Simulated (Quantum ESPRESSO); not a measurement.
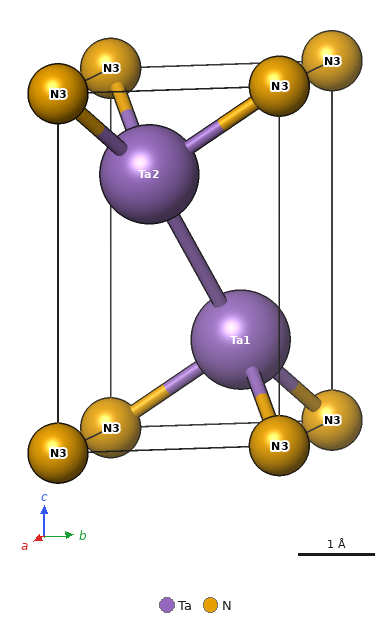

Figure 1. The structure as given in the input (ball-and-stick view of the cell of the calculation, seen slightly off an axis; atoms are numbered from 1 in the order of the input). Near neighbours in the crystal (not all of them lie inside the picture): Ta has 3 N at 2.14 Å and 12 Ta at 2.93 to 3.05 Å; N has 6 Ta at 2.14 Å.

# Ta₂N: single-point calculation (part 1 of 2)

System: Ta₂N (P-3m1, 3 atoms in the cell).
Method: Kohn-Sham DFT of a periodic cell, PBE, SSSP 1.3 efficiency PBE, no spin polarisation (Quantum ESPRESSO 7.5).

The structure derives from a Materials Project entry. The volume is scaled by 0.94.

### The input
```
&CONTROL
  calculation = 'scf'
  prefix = 'pwscf'
  outdir = './tmp'
  pseudo_dir = './pseudo'
  tprnfor = .true.
  tstress = .true.
  disk_io = 'nowf'
/
&SYSTEM
  ibrav = 0
  nat = 3
  ntyp = 2
  ecutwfc = 60
  ecutrho = 480
  nbnd = 23
  occupations = 'smearing'
  smearing = 'fd'
  degauss = 0.00367493
/
&ELECTRONS
  conv_thr = 6d-10
  electron_maxstep = 120
  mixing_beta = 0.5
/
ATOMIC_SPECIES
Ta   180.9479 Ta_pbe_v1.uspp.F.UPF
N     14.0070 N.pbe-n-radius_5.UPF
CELL_PARAMETERS angstrom
   3.0493158896    0.0000000000    0.0000000000
  -1.5246579448    2.6407850245    0.0000000000
   0.0000000000    0.0000000000    4.7704285953
ATOMIC_POSITIONS crystal
Ta     0.3333333333    0.6666666667    0.2547110000
Ta     0.6666666667    0.3333333333    0.7452890000
N      0.0000000000    0.0000000000    0.0000000000
K_POINTS automatic
10 10 6 0 0 0
```

Hardware: 1 thread of Intel Xeon (Granite Rapids), 192 GiB of memory available, shared host.

Run as:
```bash
OMP_NUM_THREADS=1 pw.x -in pw.in > pw.out
```

### Output
```
This program is part of the open-source Quantum ESPRESSO suite
     for quantum simulation of materials; please cite
         "P. Giannozzi et al., J. Phys.:Condens. Matter 21 395502 (2009);
         "P. Giannozzi et al., J. Phys.:Condens. Matter 29 465901 (2017);
         "P. Giannozzi et al., J. Chem. Phys. 152 154105 (2020);
          URL
     in publications or presentations arising from this work. More details at

     Message from routine setup:
     using ibrav=0 with symmetry is DISCOURAGED, use correct ibrav instead

     Subspace diagonalization in iterative solution of the eigenvalue problem:
     a serial algorithm will be used

     G-vector sticks info
     --------------------
     sticks:   dense  smooth     PW     G-vecs:    dense   smooth      PW
     Sum        1099     559    163                45909    16275    2671

     Using Slab Decomposition

     bravais-lattice index     =            0
     lattice parameter (alat)  =       5.7624  a.u.
     unit-cell volume          =     259.2325 (a.u.)^3
     number of atoms/cell      =            3
     number of atomic types    =            2
     number of electrons       =        31.00
     number of Kohn-Sham states=           23
     kinetic-energy cutoff     =      60.0000  Ry
     charge density cutoff     =     480.0000  Ry
     scf convergence threshold =      6.0E-10
     mixing beta               =       0.5000
     number of iterations used =            8  plain     mixing
     Exchange-correlation= PBE
                           (   1   4   3   4   0   0   0)

     celldm(1)=   5.762372  celldm(2)=   0.000000  celldm(3)=   0.000000
     celldm(4)=   0.000000  celldm(5)=   0.000000  celldm(6)=   0.000000

     crystal axes: (cart. coord. in units of alat)
               a(1) = (   1.000000   0.000000   0.000000 )
               a(2) = (  -0.500000   0.866025   0.000000 )
               a(3) = (   0.000000   0.000000   1.564426 )

     reciprocal axes: (cart. coord. in units 2 pi/alat)
               b(1) = (  1.000000  0.577350 -0.000000 )
               b(2) = (  0.000000  1.154701  0.000000 )
               b(3) = (  0.000000 -0.000000  0.639212 )

     PseudoPot. # 1 for Ta read from file:
     Ta_pbe_v1.uspp.F.UPF
     Pseudo is Ultrasoft + core correction, Zval = 13.0
     Generated by new atomic code, or converted to UPF format
     Using radial grid of  921 points,  7 beta functions with:
                l(1) =   0
                l(2) =   0
                l(3) =   1
                l(4) =   1
                l(5) =   2
                l(6) =   2
                l(7) =   3
     Q(r) pseudized with  6 coefficients,  rinner =    1.300   1.300   1.300
                                                       1.300   1.300   1.300
                                                       1.300

     PseudoPot. # 2 for N  read from file:
     N.pbe-n-radius_5.UPF
     Pseudo is Ultrasoft + core correction, Zval =  5.0
     Generated using "atomic" code by A. Dal Corso  v.5.1
     Using radial grid of 1085 points,  4 beta functions with:
                l(1) =   0
                l(2) =   0
                l(3) =   1
                l(4) =   1
     Q(r) pseudized with 0 coefficients

     atomic species   valence    mass     pseudopotential
     Ta               13.00   180.94790     Ta( 1.00)
     N                 5.00    14.00700     N ( 1.00)

     12 Sym. Ops., with inversion, found

   Cartesian axes

     site n.     atom                  positions (alat units)
         1        Ta     tau(   1) = (  -0.0000000   0.5773503   0.3984765  )
         2        Ta     tau(   2) = (   0.5000000   0.2886751   1.1659494  )
         3        N      tau(   3) = (   0.0000000   0.0000000   0.0000000  )

     number of k points=    72  Fermi-Dirac smearing, width (Ry)=  0.0037
                       cart. coord. in units 2pi/alat
        k(    1) = (   0.0000000   0.0000000   0.0000000), wk =   0.0033333
        k(    2) = (   0.0000000   0.0000000   0.1065354), wk =   0.0066667
        k(    3) = (   0.0000000   0.0000000   0.2130707), wk =   0.0066667
        k(    4) = (   0.0000000   0.0000000  -0.3196061), wk =   0.0033333
        k(    5) = (   0.0000000   0.1154701   0.0000000), wk =   0.0200000
        k(    6) = (   0.0000000   0.1154701   0.1065354), wk =   0.0200000
        k(    7) = (   0.0000000   0.1154701   0.2130707), wk =   0.0200000
        k(    8) = (   0.0000000   0.1154701  -0.3196061), wk =   0.0200000
        k(    9) = (   0.0000000   0.2309401   0.0000000), wk =   0.0200000
        k(   10) = (   0.0000000   0.2309401   0.1065354), wk =   0.0200000
        k(   11) = (   0.0000000   0.2309401   0.2130707), wk =   0.0200000
        k(   12) = (   0.0000000   0.2309401  -0.3196061), wk =   0.0200000
        k(   13) = (   0.0000000   0.3464102   0.0000000), wk =   0.0200000
        k(   14) = (   0.0000000   0.3464102   0.1065354), wk =   0.0200000
        k(   15) = (   0.0000000   0.3464102   0.2130707), wk =   0.0200000
        k(   16) = (   0.0000000   0.3464102  -0.3196061), wk =   0.0200000
        k(   17) = (   0.0000000   0.4618802   0.0000000), wk =   0.0200000
        k(   18) = (   0.0000000   0.4618802   0.1065354), wk =   0.0200000
        k(   19) = (   0.0000000   0.4618802   0.2130707), wk =   0.0200000
        k(   20) = (   0.0000000   0.4618802  -0.3196061), wk =   0.0200000
        k(   21) = (   0.0000000  -0.5773503   0.0000000), wk =   0.0100000
        k(   22) = (   0.0000000  -0.5773503   0.1065354), wk =   0.0200000
        k(   23) = (   0.0000000  -0.5773503   0.2130707), wk =   0.0200000
        k(   24) = (   0.0000000  -0.5773503  -0.3196061), wk =   0.0100000
        k(   25) = (   0.1000000   0.1732051   0.0000000), wk =   0.0200000
        k(   26) = (   0.1000000   0.1732051   0.1065354), wk =   0.0400000
        k(   27) = (   0.1000000   0.1732051   0.2130707), wk =   0.0400000
        k(   28) = (   0.1000000   0.1732051  -0.3196061), wk =   0.0200000
        k(   29) = (   0.1000000   0.2886751   0.0000000), wk =   0.0400000
        k(   30) = (   0.1000000   0.2886751   0.1065354), wk =   0.0400000
        k(   31) = (   0.1000000   0.2886751   0.2130707), wk =   0.0400000
        k(   32) = (   0.1000000   0.2886751  -0.3196061), wk =   0.0400000
        k(   33) = (   0.1000000   0.4041452   0.0000000), wk =   0.0400000
        k(   34) = (   0.1000000   0.4041452   0.1065354), wk =   0.0400000
        k(   35) = (   0.1000000   0.4041452   0.2130707), wk =   0.0400000
        k(   36) = (   0.1000000   0.4041452  -0.3196061), wk =   0.0400000
        k(   37) = (   0.1000000   0.5196152   0.0000000), wk =   0.0400000
        k(   38) = (   0.1000000   0.5196152   0.1065354), wk =   0.0400000
        k(   39) = (   0.1000000   0.5196152   0.2130707), wk =   0.0400000
        k(   40) = (   0.1000000   0.5196152  -0.3196061), wk =   0.0400000
        k(   41) = (   0.2000000   0.3464102   0.0000000), wk =   0.0200000
        k(   42) = (   0.2000000   0.3464102   0.1065354), wk =   0.0400000
        k(   43) = (   0.2000000   0.3464102   0.2130707), wk =   0.0400000
        k(   44) = (   0.2000000   0.3464102  -0.3196061), wk =   0.0200000
        k(   45) = (   0.2000000   0.4618802   0.0000000), wk =   0.0400000
        k(   46) = (   0.2000000   0.4618802   0.1065354), wk =   0.0400000
        k(   47) = (   0.2000000   0.4618802   0.2130707), wk =   0.0400000
        k(   48) = (   0.2000000   0.4618802  -0.3196061), wk =   0.0400000
        k(   49) = (   0.2000000   0.5773503   0.0000000), wk =   0.0200000
        k(   50) = (   0.2000000   0.5773503   0.1065354), wk =   0.0400000
        k(   51) = (   0.2000000   0.5773503   0.2130707), wk =   0.0400000
        k(   52) = (   0.2000000   0.5773503  -0.3196061), wk =   0.0200000
        k(   53) = (   0.3000000   0.5196152   0.0000000), wk =   0.0200000
        k(   54) = (   0.3000000   0.5196152   0.1065354), wk =   0.0400000
        k(   55) = (   0.3000000   0.5196152   0.2130707), wk =   0.0400000
        k(   56) = (   0.3000000   0.5196152  -0.3196061), wk =   0.0200000
        k(   57) = (   0.0000000   0.1154701  -0.1065354), wk =   0.0200000
        k(   58) = (   0.0000000   0.1154701  -0.2130707), wk =   0.0200000
        k(   59) = (   0.0000000   0.2309401  -0.1065354), wk =   0.0200000
        k(   60) = (   0.0000000   0.2309401  -0.2130707), wk =   0.0200000
        k(   61) = (   0.0000000   0.3464102  -0.1065354), wk =   0.0200000
        k(   62) = (   0.0000000   0.3464102  -0.2130707), wk =   0.0200000
        k(   63) = (   0.0000000   0.4618802  -0.1065354), wk =   0.0200000
        k(   64) = (   0.0000000   0.4618802  -0.2130707), wk =   0.0200000
        k(   65) = (  -0.1000000   0.2886751  -0.1065354), wk =   0.0400000
        k(   66) = (  -0.1000000   0.2886751  -0.2130707), wk =   0.0400000
        k(   67) = (  -0.1000000   0.4041452  -0.1065354), wk =   0.0400000
        k(   68) = (  -0.1000000   0.4041452  -0.2130707), wk =   0.0400000
        k(   69) = (  -0.1000000   0.5196152  -0.1065354), wk =   0.0400000
        k(   70) = (  -0.1000000   0.5196152  -0.2130707), wk =   0.0400000
        k(   71) = (  -0.2000000   0.4618802  -0.1065354), wk =   0.0400000
        k(   72) = (  -0.2000000   0.4618802  -0.2130707), wk =   0.0400000

     Dense  grid:    45909 G-vectors     FFT dimensions: (  45,  45,  64)

     Smooth grid:    16275 G-vectors     FFT dimensions: (  30,  30,  45)

     Initial potential from superposition of free atoms

     starting charge      30.9978, renormalised to      31.0000

     negative rho (up, down):  1.884E-01 0.000E+00
     Starting wfcs are   30 randomized atomic wfcs

     Self-consistent Calculation

     iteration #  1     ecut=    60.00 Ry     beta= 0.50
     Davidson diagonalization with overlap
     ethr =  1.00E-02,  avg # of iterations =  2.0

     negative rho (up, down):  1.939E-01 0.000E+00

     total energy              =    -303.94630999 Ry
     estimated scf accuracy    <       0.47212826 Ry

     iteration #  2     ecut=    60.00 Ry     beta= 0.50
     Davidson diagonalization with overlap
     ethr =  1.52E-03,  avg # of iterations =  2.8

     negative rho (up, down):  1.959E-01 0.000E+00

     total energy              =    -304.05151981 Ry
     estimated scf accuracy    <       0.38930684 Ry

     iteration #  3     ecut=    60.00 Ry     beta= 0.50
     Davidson diagonalization with overlap
     ethr =  1.26E-03,  avg # of iterations =  2.2

     negative rho (up, down):  1.980E-01 0.000E+00

     total energy              =    -304.12430980 Ry
     estimated scf accuracy    <       0.00917018 Ry

     iteration #  4     ecut=    60.00 Ry     beta= 0.50
     Davidson diagonalization with overlap
     ethr =  2.96E-05,  avg # of iterations =  3.8

     negative rho (up, down):  2.006E-01 0.000E+00

     total energy              =    -304.12610056 Ry
     estimated scf accuracy    <       0.00125764 Ry

     iteration #  5     ecut=    60.00 Ry     beta= 0.50
     Davidson diagonalization with overlap
     ethr =  4.06E-06,  avg # of iterations =  2.8

     negative rho (up, down):  2.008E-01 0.000E+00

     total energy              =    -304.12618873 Ry
     estimated scf accuracy    <       0.00006212 Ry

     iteration #  6     ecut=    60.00 Ry     beta= 0.50
     Davidson diagonalization with overlap
     ethr =  2.00E-07,  avg # of iterations =  2.2

     negative rho (up, down):  2.010E-01 0.000E+00

     total energy              =    -304.12620494 Ry
     estimated scf accuracy    <       0.00001560 Ry

     iteration #  7     ecut=    60.00 Ry     beta= 0.50
     Davidson diagonalization with overlap
     ethr =  5.03E-08,  avg # of iterations =  2.2

     negative rho (up, down):  2.010E-01 0.000E+00

     total energy              =    -304.12620842 Ry
     estimated scf accuracy    <       0.00000066 Ry

     iteration #  8     ecut=    60.00 Ry     beta= 0.50
     Davidson diagonalization with overlap
     ethr =  2.14E-09,  avg # of iterations =  2.0

     negative rho (up, down):  2.010E-01 0.000E+00

     total energy              =    -304.12620847 Ry
     estimated scf accuracy    <       0.00000006 Ry

     iteration #  9     ecut=    60.00 Ry     beta= 0.50
     Davidson diagonalization with overlap
     ethr =  2.05E-10,  avg # of iterations =  2.2

     negative rho (up, down):  2.010E-01 0.000E+00

     total energy              =    -304.12620849 Ry
     estimated scf accuracy    <          4.0E-09 Ry

     iteration # 10     ecut=    60.00 Ry     beta= 0.50
     Davidson diagonalization with overlap
     ethr =  1.30E-11,  avg # of iterations =  2.3

     negative rho (up, down):  2.010E-01 0.000E+00

     End of self-consistent calculation

          k = 0.0000 0.0000 0.0000 (  2021 PWs)   bands (ev):

   -47.5824 -47.4806 -14.7712 -13.8617 -13.8617 -13.7107 -13.7107 -13.5833
     3.1787  12.1353  14.5561  14.5561  15.9964  20.2258  20.6892  20.6892
    21.2032  21.2406  21.2406  22.1849  22.1849  26.2312  28.2625

          k = 0.0000 0.0000 0.1065 (  2020 PWs)   bands (ev):

   -47.5757 -47.4874 -14.6985 -13.8520 -13.8520 -13.7206 -13.7206 -13.6696
     3.2466  11.9752  14.5049  14.5049  16.3225  19.6937  20.3643  20.3643
    21.5282  21.5282  21.7827  22.7222  22.7222  25.2807  27.5776

          k = 0.0000 0.0000 0.2131 (  2044 PWs)   bands (ev):

   -47.5573 -47.5060 -14.4966 -13.8985 -13.8258 -13.8258 -13.7470 -13.7470
     3.3857  11.6806  14.4087  14.4087  17.1211  18.9448  19.9071  19.9071
    22.4836  22.4837  22.5010  23.4936  23.4936  23.8432  26.0679

          k = 0.0000 0.0000-0.3196 (  2038 PWs)   bands (ev):

   -47.5350 -47.5284 -14.2522 -14.1563 -13.7995 -13.7995 -13.7735 -13.7735
     3.4572  11.5422  14.3634  14.3634  17.9234  18.2524  19.7319  19.7319
    22.8360  23.1733  23.4281  23.4281  23.8161  23.8161  24.9071

          k = 0.0000 0.1155 0.0000 (  2011 PWs)   bands (ev):

   -47.5757 -47.4783 -14.7348 -13.9357 -13.8884 -13.7841 -13.7161 -13.5972
     3.2961  12.3861  13.8852  14.5649  16.5851  19.3637  20.1765  20.9102
    20.9107  20.9887  22.2901  22.8808  22.9491  26.3115  28.1153

          k = 0.0000 0.1155 0.1065 (  2017 PWs)   bands (ev):

   -47.5692 -47.4848 -14.6696 -13.9277 -13.8731 -13.8088 -13.7318 -13.6568
     3.3484  12.2351  13.9684  14.5856  16.6837  19.1444  20.1460  20.3674
    21.1878  21.5962  21.9771  23.4306  23.5313  25.3662  27.4366

          k = 0.0000 0.1155 0.2131 (  2023 PWs)   bands (ev):

   -47.5516 -47.5026 -14.4890 -13.9664 -13.8780 -13.8394 -13.7659 -13.7524
     3.4606  11.9639  14.0771  14.5026  17.1955  18.7689  19.5860  20.0216
    21.9469  22.1601  22.8348  23.9377  24.0038  24.3470  25.8280

          k = 0.0000 0.1155-0.3196 (  2028 PWs)   bands (ev):

   -47.5303 -47.5240 -14.2794 -14.1710 -13.8287 -13.8182 -13.8150 -13.7903
     3.5208  11.8310  14.1344  14.4054  17.9180  18.1464  19.2921  19.9927
    22.7039  22.7917  23.0645  23.5802  23.9165  24.5643  25.4411

          k = 0.0000 0.2309 0.0000 (  2026 PWs)   bands (ev):

   -47.5576 -47.4728 -14.6331 -14.1299 -13.9652 -13.9530 -13.7348 -13.6411
     3.5733  12.8696  13.1605  14.5405  17.1207  18.2511  19.4018  20.8703
    21.5954  21.8492  22.7109  23.9784  24.7386  25.9889  27.6946

          k = 0.0000 0.2309 0.1065 (  2031 PWs)   bands (ev):

   -47.5520 -47.4785 -14.6005 -14.1038 -13.9904 -13.9335 -13.7550 -13.6799
     3.5806  12.9106  13.2703  14.6248  16.9584  18.2977  19.4873  20.4662
    21.3404  21.7458  22.9494  24.3060  24.9029  25.3200  28.3559

          k = 0.0000 0.2309 0.2131 (  2029 PWs)   bands (ev):

   -47.5366 -47.4940 -14.4981 -14.1271 -13.9926 -13.8903 -13.7992 -13.7687
     3.6306  12.6963  13.5649  14.5975  17.0006  18.4241  19.2058  20.4393
    21.2669  22.0219  23.4388  24.0749  24.4051  25.8621  27.0995

          k = 0.0000 0.2309-0.3196 (  2026 PWs)   bands (ev):

   -47.5181 -47.5126 -14.3772 -14.2540 -13.8922 -13.8698 -13.8556 -13.8341
     3.6741  12.5002  13.6838  14.4902  17.3822  18.3252  18.7557  20.6852
    22.0705  22.7017  22.8815  23.8902  24.0264  25.8972  26.5282

          k = 0.0000 0.3464 0.0000 (  2018 PWs)   bands (ev):

   -47.5335 -47.4676 -14.4959 -14.3607 -14.1722 -14.0264 -13.7632 -13.7163
     3.8480  12.4181  13.7088  14.4339  16.7770  18.0586  19.0562  21.4404
    22.5331  23.1395  23.1986  24.9431  25.5164  26.6018  27.0350

          k = 0.0000 0.3464 0.1065 (  2036 PWs)   bands (ev):

   -47.5291 -47.4721 -14.5692 -14.2536 -14.1858 -14.0051 -13.7856 -13.7354
     3.8095  12.7579  13.6643  14.5479  16.8950  17.8130  18.9383  20.9762
    21.6123  22.9039  23.9510  24.7714  25.0369  26.8743  28.1983

          k = 0.0000 0.3464 0.2131 (  2032 PWs)   bands (ev):

   -47.5172 -47.4841 -14.5853 -14.3235 -14.0451 -13.9546 -13.8376 -13.7901
     3.8048  12.8904  13.6769  14.6068  16.8618  18.0029  19.0727  20.8238
    20.9483  22.8770  23.8252  24.6813  24.8187  27.1167  28.3392

          k = 0.0000 0.3464-0.3196 (  2034 PWs)   bands (ev):

   -47.5028 -47.4985 -14.5317 -14.4257 -13.9083 -13.9053 -13.8875 -13.8794
     3.8385  12.6302  13.7304  14.5461  17.3131  17.8189  19.0474  21.3059
    21.4189  22.9335  23.2345  24.1429  25.0632  27.0269  27.5607

          k = 0.0000 0.4619 0.0000 (  2026 PWs)   bands (ev):

   -47.5111 -47.4663 -14.5737 -14.3369 -14.3148 -14.0826 -13.8116 -13.7886
     4.0093  12.1886  14.0466  14.3057  16.2622  18.1829  19.3454  22.3910
    22.8432  24.2056  24.5250  25.5280  25.5493  26.2054  27.4175

          k = 0.0000 0.4619 0.1065 (  2024 PWs)   bands (ev):
```
